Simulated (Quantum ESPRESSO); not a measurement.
# NaF (Villiaumite): phonon frequency against volume, with a fit

Aim: the Grüneisen parameter and the pressure coefficient of an optical mode of NaF (Villiaumite).

Main program and level: Quantum ESPRESSO 7.5; DFT LDA, scalar-relativistic, plane waves, PseudoDojo norm-conserving pseudopotentials.

### 1. The relaxed structure

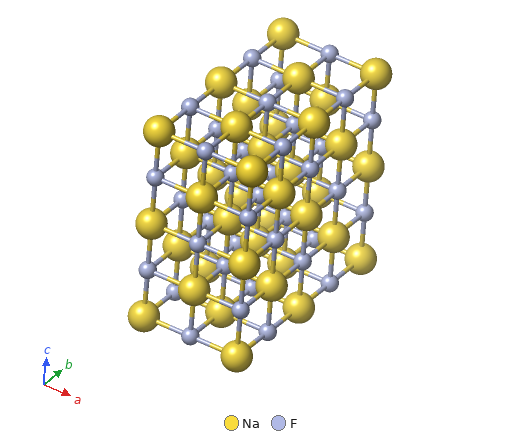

Start, viewed from a free direction; sodium yellow, fluorine light blue. 1×2×2 cells are drawn. This picture shows the conventional cell, with its axes. Some periodic images of atoms are drawn too.

Coordinates:

```xyz
2
Lattice="-2.2511 0.0000 2.2511 0.0000 2.2511 2.2511 -2.2511 2.2511 0.0000" Properties=species:S:1:pos:R:3 pbc="T T T"
Na    0.0000    0.0000    0.0000
F    -2.2511    2.2511    2.2511
```

This is the cell after its relaxation at this level of theory, not the database cell from which that began.

### 2. Runs at several volumes

The relaxed cell is scaled uniformly; in this structure symmetry fixes all atoms, so nothing has to be relaxed anew. Each volume gets a ground state and a response at Γ. The mode followed is the highest one without the macroscopic field, of symmetry T1u; longitudinal polar modes lie higher. Cutoff 97 Ry, k mesh 8×8×8.

From the response at V/V₀ = 0.94:

Log:

```text
[banners, grids, parts of the stress and lines that vanish by symmetry left out]
Program PHONON v.7.5
     Reading xml data from directory:

[...]
Exchange-correlation= PW
                           (   1   4   0   0   0   0   0)
[...]
kinetic-energy cut-off    =      97.0000  Ry
     charge density cut-off    =     388.0000  Ry
     convergence threshold     =      1.0E-18
[...]
Exchange-correlation= PW
                           (   1   4   0   0   0   0   0)
[...]
q = (   0.0000000   0.0000000   0.0000000 )
     49 Sym.Ops. (with q -> -q+G )
     G cutoff =  682.6350  (  18643 G-vectors)     FFT grid: ( 40, 40, 40)
     number of k points=    29
[...]
Mode symmetry, O_h (m-3m)  point group:
[...]
Dielectric constant
[...]
End of electric fields calculation
          Dielectric constant in cartesian axis
          (       1.944291043      -0.000000000       0.000000000 )
          (      -0.000000000       1.944291043      -0.000000000 )
          (       0.000000000       0.000000000       1.944291043 )
          Effective charges (d Force / dE) in cartesian axis without acoustic sum rule applied (asr)
           atom    1  Na    Mean Z*:        0.98875
      Ex  (        0.98875        0.00000        0.00000 )
      Ey  (        0.00000        0.98875        0.00000 )
      Ez  (        0.00000        0.00000        0.98875 )
           atom    2  F     Mean Z*:       -0.98811
      Ex  (       -0.98811        0.00000        0.00000 )
      Ey  (        0.00000       -0.98811       -0.00000 )
      Ez  (        0.00000       -0.00000       -0.98811 )
          Effective charges Sum: Mean:        0.00064
[...]
Effective charges (d Force / dE) in cartesian axis with asr applied:
           atom    1  Na    Mean Z*:        0.98843
[...]
atom    2  F     Mean Z*:       -0.98843
[...]
Representation #   1 modes #   1   2   3
[...]
End of self-consistent calculation
     Convergence has been achieved
     Representation #   2 modes #   4   5   6
[...]
End of self-consistent calculation
     Convergence has been achieved
[...]
Dielectric constant in cartesian axis
          (       1.944291043      -0.000000000       0.000000000 )
          (      -0.000000000       1.944291043      -0.000000000 )
          (       0.000000000       0.000000000       1.944291043 )
          Effective charges (d Force / dE) in cartesian axis without acoustic sum rule applied (asr)
           atom    1  Na    Mean Z*:        0.98875
      Ex  (        0.98875        0.00000        0.00000 )
      Ey  (        0.00000        0.98875        0.00000 )
      Ez  (        0.00000        0.00000        0.98875 )
           atom    2  F     Mean Z*:       -0.98811
      Ex  (       -0.98811        0.00000        0.00000 )
      Ey  (        0.00000       -0.98811       -0.00000 )
      Ez  (        0.00000       -0.00000       -0.98811 )
          Effective charges Sum: Mean:        0.00064
[...]
Effective charges (d Force / dE) in cartesian axis with asr applied:
           atom    1  Na    Mean Z*:        0.98843
[...]
atom    2  F     Mean Z*:       -0.98843
[...]
q = (    0.000000000   0.000000000   0.000000000 )
[...]
freq (    1) =       0.026535 [THz] =       0.885124 [cm-1]
     freq (    2) =       0.026535 [THz] =       0.885124 [cm-1]
     freq (    3) =       0.026535 [THz] =       0.885124 [cm-1]
     freq (    4) =       9.490176 [THz] =     316.558186 [cm-1]
     freq (    5) =       9.490176 [THz] =     316.558186 [cm-1]
     freq (    6) =       9.490176 [THz] =     316.558186 [cm-1]
[...]
Mode symmetry, O_h (m-3m)  point group:
     freq (   1-   3) =          0.9  [cm-1]   --> T_1u G_15  G_4- I
     freq (   4-   6) =        316.6  [cm-1]   --> T_1u G_15  G_4- I

   JOB DONE.
```

One volume, V/V₀ = 0.97, is held back as a test.

```
V/V₀  volume (Å³/atom)  pressure (GPa)   ω (cm⁻¹)
0.94            10.722            4.38     316.56
0.97            11.065            2.00  held back
   1            11.407           -0.01     276.08
1.03            11.749           -1.70     257.37
1.06            12.091           -3.12     239.53
```

### 3. The fit

The mode Grüneisen parameter is γ = −d ln ω / d ln V.

```
ln(V/V₀)    ln ω
 -0.0619  5.7575
  0.0000  5.6207
  0.0296  5.5505
  0.0583  5.4787
```

A straight line through these points has the slope -2.311, so γ = 2.31; at V/V₀ = 0.97 it predicts ω = exp(5.6168 + 0.0704) = 295.08 cm⁻¹.

A parabola of pressure against ln V through V/V₀ = 0.97, 1 and 1.03 gives the bulk modulus B = −dP/d ln V = 61 GPa at V₀. With ω₀ from the fitted line the pressure coefficient follows as dω/dP = γ ω₀ / B = 2.31 × 275.0 / 61 = 10.3 cm⁻¹/GPa.

### 4. The run that was held back

Log:

```text
[banners, grids, parts of the stress and lines that vanish by symmetry left out]
[banner, memory and clock lines left out]
Program PHONON v.7.5

[...]
Exchange-correlation= PW
                           (   1   4   0   0   0   0   0)
[...]
kinetic-energy cut-off    =      97.0000  Ry
     charge density cut-off    =     388.0000  Ry
     convergence threshold     =      1.0E-18
[...]
Exchange-correlation= PW
                           (   1   4   0   0   0   0   0)
[...]
q = (   0.0000000   0.0000000   0.0000000 )
     49 Sym.Ops. (with q -> -q+G )
     G cutoff =  697.0829  (  19339 G-vectors)     FFT grid: ( 40, 40, 40)
     number of k points=    29
[...]
Mode symmetry, O_h (m-3m)  point group:
[...]
Dielectric constant
[...]
End of electric fields calculation
          Dielectric constant in cartesian axis
          (       1.937390294      -0.000000000       0.000000000 )
          (      -0.000000000       1.937390294       0.000000000 )
          (      -0.000000000       0.000000000       1.937390294 )
          Effective charges (d Force / dE) in cartesian axis without acoustic sum rule applied (asr)
           atom    1  Na    Mean Z*:        0.99401
      Ex  (        0.99401       -0.00000        0.00000 )
      Ey  (       -0.00000        0.99401        0.00000 )
      Ez  (        0.00000        0.00000        0.99401 )
           atom    2  F     Mean Z*:       -0.99338
      Ex  (       -0.99338        0.00000        0.00000 )
      Ey  (        0.00000       -0.99338       -0.00000 )
      Ez  (        0.00000       -0.00000       -0.99338 )
[...]
Representation #   1 modes #   1   2   3
[...]
End of self-consistent calculation
     Convergence has been achieved
     Representation #   2 modes #   4   5   6
[...]
End of self-consistent calculation
     Convergence has been achieved
[...]
Dielectric constant in cartesian axis
          (       1.937390294      -0.000000000       0.000000000 )
          (      -0.000000000       1.937390294       0.000000000 )
          (      -0.000000000       0.000000000       1.937390294 )
          Effective charges (d Force / dE) in cartesian axis without acoustic sum rule applied (asr)
           atom    1  Na    Mean Z*:        0.99401
      Ex  (        0.99401       -0.00000        0.00000 )
      Ey  (       -0.00000        0.99401        0.00000 )
      Ez  (        0.00000        0.00000        0.99401 )
           atom    2  F     Mean Z*:       -0.99338
      Ex  (       -0.99338        0.00000        0.00000 )
      Ey  (        0.00000       -0.99338       -0.00000 )
      Ez  (        0.00000       -0.00000       -0.99338 )
          Effective charges Sum: Mean:        0.00063
[...]
Effective charges (d Force / dE) in cartesian axis with asr applied:
           atom    1  Na    Mean Z*:        0.99370
[...]
atom    2  F     Mean Z*:       -0.99370
[...]
q = (    0.000000000   0.000000000   0.000000000 )
[...]
freq (    1) =       0.030442 [THz] =       1.015442 [cm-1]
     freq (    2) =       0.030442 [THz] =       1.015442 [cm-1]
     freq (    3) =       0.030442 [THz] =       1.015442 [cm-1]
     freq (    4) =       8.866443 [THz] =     295.752714 [cm-1]
     freq (    5) =       8.866443 [THz] =     295.752714 [cm-1]
     freq (    6) =       8.866443 [THz] =     295.752714 [cm-1]
[...]
Mode symmetry, O_h (m-3m)  point group:
     freq (   1-   3) =          1.0  [cm-1]   --> T_1u G_15  G_4- I
     freq (   4-   6) =        295.8  [cm-1]   --> T_1u G_15  G_4- I
```

It gives 295.75 cm⁻¹ against the predicted 295.08 cm⁻¹, a miss of 0.7 cm⁻¹.

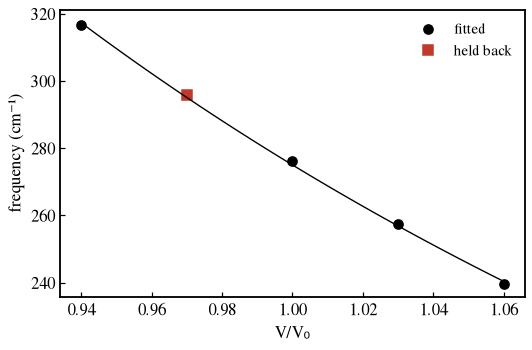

Frequency against volume, with the power-law fit.

### 5. What came out

```
mode Grüneisen parameter : 2.311
bulk modulus             : 61.5 GPa
pressure coefficient     : 10.3 cm⁻¹/GPa
```

The highest optical mode of NaF (Villiaumite) without the LO-TO term stiffens by 10.3 cm⁻¹ a GPa near the relaxed volume, with γ = 2.31. The power law meets all 5 runs within 0.39 %; between neighbouring volumes γ runs from 2.16 to 2.50. Such a coefficient turns a measured shift of this mode into a hydrostatic stress; uniaxial or biaxial stress splits the mode and needs deformation potentials. These are harmonic values at zero temperature for the structure held cubic, which a run at Γ can't show to be stable; the bulk modulus rests on three points.

[Host names and launcher messages were left out of these logs when they were recorded.]

[Logs are printed without paths, hosts, clocks, repeated set-up lines and the standing remarks that a program may print on its own settings, such as how far it seeks lower states.]

[Hosts, paths, dates, database ids (printed as entryN), source tags and the programs' standing remarks are cut or masked in the printed files.]
